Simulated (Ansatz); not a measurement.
# Geometry relaxation, with input and output: AlCu3 (part 2 of 2)

AlCu3 (8 atoms in the cell); DFT PBEsol, scalar-relativistic, plane waves, PAW, no spin polarisation (Ansatz 0.2.0); cutoff 420 eV, 12×12×8 k-mesh, Gaussian smearing of 0.1 eV. The structure derives from a Materials Project entry.

Geometry of the input (Å; fractional positions):
```
5.1379  0.0000  0.0000
-2.5690  4.4496  0.0000
0.0000  0.0000  4.2061
Al 0.6667  0.3333  0.2500
Al 0.3333  0.6667  0.7500
Cu 0.3311  0.1655  0.7500
Cu 0.8345  0.1655  0.7500
Cu 0.8345  0.6689  0.7500
Cu 0.6689  0.8345  0.2500
Cu 0.1655  0.8345  0.2500
Cu 0.1655  0.3311  0.2500
```

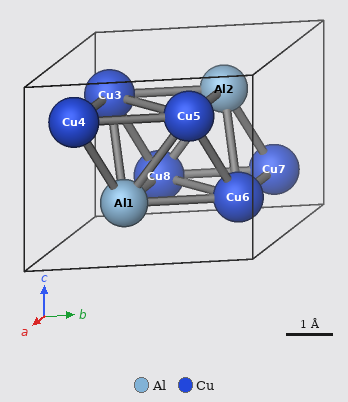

The geometry at step 3 of the log (ball-and-stick view of the cell of the calculation, seen slightly off an axis; atoms are numbered from 1 in the order of the input).

**Output, continued**
```
--- Forces (eV/Å), atoms counted from 1 ---
  atom   1  Al     0.00000000    -0.00000000    -0.00000000
  atom   2  Al    -0.00000000     0.00000000     0.00000000
  atom   3  Cu    -0.00096938    -0.00055967    -0.00000000
  atom   4  Cu     0.00096938    -0.00055967     0.00000000
  atom   5  Cu    -0.00000000     0.00111934     0.00000000
  atom   6  Cu     0.00096938     0.00055967     0.00000000
  atom   7  Cu    -0.00096938     0.00055967     0.00000000
  atom   8  Cu     0.00000000    -0.00111934    -0.00000000
  max |Σ_I F_I| component: 9.11e-18 eV/Å
--- Stress (GPa, compression-positive) ---
        0.019211       0.000000      -0.000000
        0.000000       0.019211       0.000000
       -0.000000       0.000000       0.021869
  P = ⅓ Tr σ = 0.0201 GPa (0.201 kbar)
--- Band table (eV; the first three rows and the last of 95) ---
  k-point 0: bands = ["-97.4176", "-97.4089", "-97.4089", "-97.4083", "-97.4042", "-97.4042", "-54.9759", "-54.9759", "-54.9740", "-54.9660", "-54.9660", "-54.9547", "-54.9485", "-54.9485", "-54.9388", "-54.9293", "-54.9233", "-54.9127", "-54.9127", "-54.9011", "-54.8677", "-54.8677", "-54.8640", "-54.8640", "4.6694", "9.1149", "10.2358", "10.2358", "10.3345", "10.4211", "10.4592", "10.7391", "10.7391", "11.0934", "11.0934", "11.1272", "11.1272", "11.7355", "11.7487", "11.7592", "11.8726", "11.8726", "12.0197", "12.0197", "12.4548", "12.4548", "12.5425", "12.5425", "12.7262", "12.7262", "12.7543", "12.7543", "12.8664", "13.2247", "13.2595", "13.3233", "13.6177", "14.1396", "14.1396", "14.6727", "15.3999", "15.3999", "17.0677", "20.2337", "21.1313", "21.1313", "21.2513", "21.2513", "22.2856", "22.6252", "22.6252", "23.4738"]
  k-point 1: bands = ["-97.4172", "-97.4087", "-97.4087", "-97.4087", "-97.4044", "-97.4044", "-54.9779", "-54.9779", "-54.9719", "-54.9678", "-54.9678", "-54.9537", "-54.9447", "-54.9447", "-54.9391", "-54.9303", "-54.9232", "-54.9127", "-54.9127", "-54.9031", "-54.8676", "-54.8676", "-54.8642", "-54.8642", "4.8073", "9.0292", "10.1842", "10.2703", "10.2703", "10.3833", "10.5374", "10.7415", "10.7415", "11.0560", "11.0560", "11.1453", "11.1453", "11.4361", "11.8070", "12.0204", "12.0204", "12.0762", "12.0762", "12.1129", "12.3771", "12.4397", "12.4397", "12.4890", "12.4890", "12.7532", "12.7532", "12.7853", "12.7853", "13.1721", "13.2473", "13.3202", "13.6549", "14.0601", "14.0601", "14.7276", "15.3488", "15.3488", "17.9512", "19.6650", "20.1265", "20.1265", "20.4079", "20.4079", "21.3560", "23.7917", "23.7917", "24.3114"]
  k-point 2: bands = ["-97.4162", "-97.4097", "-97.4082", "-97.4082", "-97.4049", "-97.4049", "-54.9811", "-54.9811", "-54.9721", "-54.9721", "-54.9660", "-54.9510", "-54.9402", "-54.9366", "-54.9366", "-54.9331", "-54.9230", "-54.9132", "-54.9132", "-54.9082", "-54.8672", "-54.8672", "-54.8646", "-54.8646", "5.2164", "8.6382", "9.8336", "10.1823", "10.3482", "10.3482", "10.6919", "10.6919", "10.8342", "11.0403", "11.0403", "11.2748", "11.2748", "11.2877", "11.8027", "11.9460", "12.0631", "12.0631", "12.3242", "12.3790", "12.3790", "12.3988", "12.3988", "12.4925", "12.4925", "12.7580", "12.7580", "12.9464", "12.9464", "12.9878", "13.2534", "13.3114", "13.8159", "13.8159", "13.8443", "14.7567", "15.1615", "15.1615", "18.7746", "18.9372", "18.9372", "19.2155", "19.2155", "19.7049", "20.2252", "25.3622", "25.3622", "26.0084"]
  k-point 94: bands = ["-97.4101", "-97.4101", "-97.4094", "-97.4094", "-97.4065", "-97.4065", "-54.9785", "-54.9785", "-54.9704", "-54.9704", "-54.9551", "-54.9551", "-54.9397", "-54.9397", "-54.9235", "-54.9235", "-54.9182", "-54.9182", "-54.8961", "-54.8961", "-54.8955", "-54.8955", "-54.8687", "-54.8687", "8.4776", "8.4776", "8.8685", "8.8685", "9.4959", "9.4959", "10.8917", "10.8917", "11.2087", "11.2087", "11.2996", "11.2996", "11.3247", "11.3247", "11.4531", "11.4531", "11.7758", "11.7758", "12.0353", "12.0353", "12.0722", "12.0722", "12.3852", "12.3852", "12.4387", "12.4387", "12.7711", "12.7711", "12.8578", "12.8578", "13.0458", "13.0458", "13.1370", "13.1370", "13.3751", "13.3751", "17.3132", "17.3132", "18.6601", "18.6601", "19.9511", "19.9511", "24.2260", "24.2260", "24.6244", "24.6244", "25.2010", "25.2010"]
--- Relaxed structure (3 steps of the walk, 3 accepted, 1 SCFs on fresh bases) ---
  F+E_penalty+E_count = -40583.34059051 eV   max|allowed force component| = 1.119e-3 eV/Å   (the final SCF, on the basis selected at the relaxed cell)
  cell:  # Å, volume = 95.6371 Å³
    - [5.140727048672264, -7.199629514007699e-34, 0.0]
    - [-2.570363524336132, 4.4520002180719835, 0.0]
    - [0.0, 0.0, 4.178753220060945]
  atoms:
    - { symbol: Al, position: [0.6666666666666666, 0.3333333333333333, 0.25000000000000006] }
    - { symbol: Al, position: [0.3333333333333333, 0.6666666666666666, 0.7500000000000001] }
    - { symbol: Cu, position: [0.33062249090601636, 0.16531124545300818, 0.7500000000000001] }
    - { symbol: Cu, position: [0.8346887545469918, 0.16531124545300818, 0.7500000000000001] }
    - { symbol: Cu, position: [0.8346887545469918, 0.6693775090939836, 0.7500000000000001] }
    - { symbol: Cu, position: [0.6693775090939837, 0.834688754546992, 0.25000000000000006] }
    - { symbol: Cu, position: [0.16531124545300818, 0.834688754546992, 0.25000000000000006] }
    - { symbol: Cu, position: [0.16531124545300815, 0.3306224909060164, 0.25000000000000006] }
```

**Trajectory as extended XYZ (Å, eV, eV/Å), 4 frames, from step=1 to step=4**
```
8
Lattice="5.1379 0.0000 0.0000 -2.5690 4.4496 0.0000 0.0000 0.0000 4.2061" Properties=species:S:1:pos:R:3:forces:R:3 step=1 energy=-40583.33737 pressure_GPa=-0.80
Al    2.5690    1.4832    1.0515    0.0000   0.0000   0.0000
Al    0.0000    2.9664    3.1546    0.0000   0.0000   0.0000
Cu    1.2757    0.7365    3.1546   -0.0194  -0.0112   0.0000
Cu    3.8622    0.7365    3.1546    0.0194  -0.0112   0.0000
Cu    2.5690    2.9765    3.1546    0.0000   0.0224   0.0000
Cu    1.2932    3.7130    1.0515    0.0194   0.0112   0.0000
Cu   -1.2932    3.7130    1.0515   -0.0194   0.0112   0.0000
Cu    0.0000    1.4731    1.0515    0.0000  -0.0224   0.0000
8
Lattice="5.1376 0.0000 0.0000 -2.5688 4.4493 0.0000 0.0000 0.0000 4.1937" Properties=species:S:1:pos:R:3:forces:R:3 step=2 energy=-40583.33984 pressure_GPa=-0.34
Al    2.5688    1.4831    1.0484    0.0000   0.0000   0.0000
Al    0.0000    2.9662    3.1452    0.0000   0.0000   0.0000
Cu    1.2751    0.7362    3.1452   -0.0135  -0.0078   0.0000
Cu    3.8625    0.7362    3.1452    0.0135  -0.0078   0.0000
Cu    2.5688    2.9769    3.1452    0.0000   0.0156   0.0000
Cu    1.2937    3.7131    1.0484    0.0135   0.0078   0.0000
Cu   -1.2937    3.7131    1.0484   -0.0135   0.0078   0.0000
Cu    0.0000    1.4724    1.0484    0.0000  -0.0156   0.0000
8
Lattice="5.1407 0.0000 0.0000 -2.5704 4.4520 0.0000 0.0000 0.0000 4.1788" Properties=species:S:1:pos:R:3:forces:R:3 step=3 energy=-40583.34089 pressure_GPa=0.02
Al    2.5704    1.4840    1.0447    0.0000   0.0000   0.0000
Al    0.0000    2.9680    3.1341    0.0000   0.0000   0.0000
Cu    1.2747    0.7360    3.1341   -0.0010  -0.0006   0.0000
Cu    3.8660    0.7360    3.1341    0.0010  -0.0006   0.0000
Cu    2.5704    2.9801    3.1341    0.0000   0.0011   0.0000
Cu    1.2956    3.7160    1.0447    0.0010   0.0006   0.0000
Cu   -1.2956    3.7160    1.0447   -0.0010   0.0006   0.0000
Cu    0.0000    1.4719    1.0447    0.0000  -0.0011   0.0000
8
Lattice="5.1407 0.0000 0.0000 -2.5704 4.4520 0.0000 0.0000 0.0000 4.1788" Properties=species:S:1:pos:R:3:forces:R:3 step=4 energy=-40583.34059 pressure_GPa=0.02
Al    2.5704    1.4840    1.0447    0.0000   0.0000   0.0000
Al    0.0000    2.9680    3.1341    0.0000   0.0000   0.0000
Cu    1.2747    0.7360    3.1341   -0.0010  -0.0006   0.0000
Cu    3.8660    0.7360    3.1341    0.0010  -0.0006   0.0000
Cu    2.5704    2.9801    3.1341    0.0000   0.0011   0.0000
Cu    1.2956    3.7160    1.0447    0.0010   0.0006   0.0000
Cu   -1.2956    3.7160    1.0447   -0.0010   0.0006   0.0000
Cu    0.0000    1.4719    1.0447    0.0000  -0.0011   0.0000
```

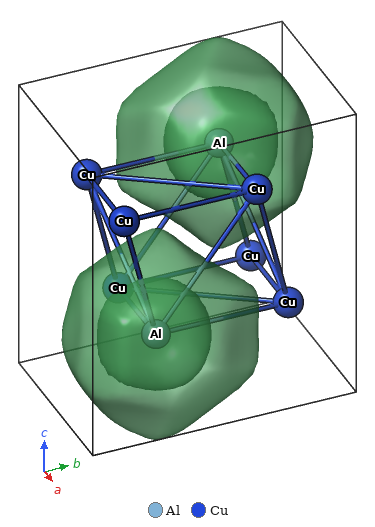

Isosurface of the ELF at 0.4 (green), seen slightly off an axis. Only the valence region is drawn (cores and ρ < 0.01 e/Å³ removed). Sticks mark near contacts. The outline is the cell set on symmetry axes. Along the contacts the grid gives the following. Cu–Cu (2.55 Å): the ELF is about 0.25 at the midpoint; no localised pair between them. The fields are those of the smooth PAW valence density.

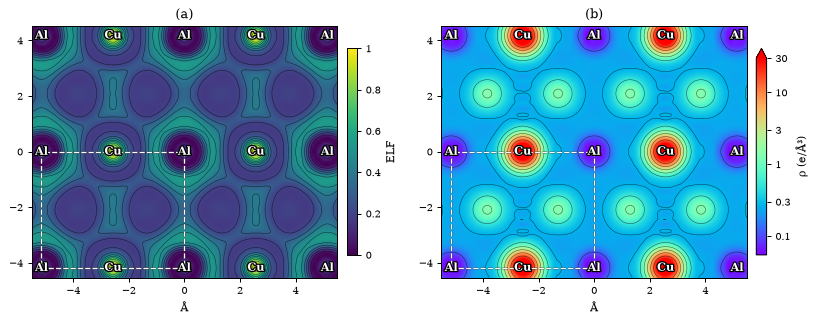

(a) electron localisation function; (b) valence electron density on the (010) plane of the conventional cell. Atoms in the plane: Al and Cu. Away from the nuclei the density in this plane falls to 0.21 e/Å³ at its lowest. The strong features right at Cu lie inside the PAW spheres (semicore, d or f shells) and say nothing about bonding.

**Results in brief**

```json
{"quantity": "outcome", "value": "converged"}
{"quantity": "space group (tolerance 0.01 Å)", "value": "P6₃/mmc (194)"}
{"quantity": "electrons treated", "value": "120"}
{"quantity": "free energy", "value": "−40583.3406 eV"}
{"quantity": "Fermi energy", "value": "15.462 eV"}
{"quantity": "gap on the k-point mesh", "value": "none (metallic)"}
{"quantity": "pressure", "value": "0.02 GPa"}
{"quantity": "final volume", "value": "95.64 Å³"}
{"quantity": "largest force (length of the vector) at the end", "value": "0.001 eV/Å"}
{"quantity": "final cell", "value": "a = 5.141 Å, b = 5.141 Å, c = 4.179 Å, α = 90.00°, β = 90.00°, γ = 120.00°"}
{"quantity": "hardware", "value": "2 threads of Intel Xeon @ 2.90GHz (Ice Lake), 192 GiB of memory available, shared host"}
{"quantity": "wall time", "value": "73 s (CPU time 2.4 min)"}
{"quantity": "peak memory", "value": "0.8 GiB"}
```
